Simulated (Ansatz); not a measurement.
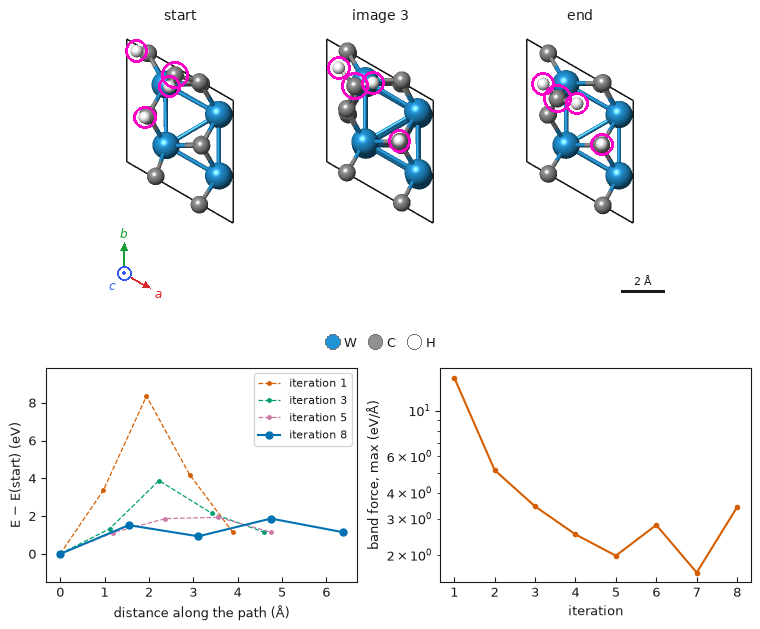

A search for the minimum-energy path of CH3 on WC(001) (28 atoms in the cell) by the nudged elastic band. Images are numbered from 0 (start) to 4 (end). The plot follows the band through its iterations. A ball-and-stick model of the simulation cell, with the vacuum cut short (origin moved), seen along the c axis. The atoms that move most are ringed. Bonds to atoms that aren't drawn are left out.

Method: DFT PBE, scalar-relativistic, plane waves, PAW (Ansatz). Settings: plane-wave cutoff 420 eV; k-point mesh 3 × 3 × 1; Gaussian smearing 0.05 eV; 8 atoms held fixed; 3 movable images; climbing image; force threshold 0.05 eV/Å; iteration limit 8.

### Judge this run.

The result isn't final. The band hadn't converged when the run stopped after 8 iterations. The largest component of the band force went from 14 to 3.4 eV/Å. The barrier read from it is provisional: over the last two iterations the highest image moved from 1.88 eV to 1.87 eV. The iteration limit was low. The first iteration put the highest image at 8.35 eV. The energy climbs by 1.87 eV to image 3 and then falls by 0.72 eV, so the end point sits at +1.15 eV. The profile has 2 maxima (images 1, 3) with a dip at image 2 (+0.93 eV), which on an unconverged band is provisional.

Limits of the set-up: the periodic images lie only 5.8 Å apart, so the values are limited by the cell's size.

PAW datasets: the set soft_1.
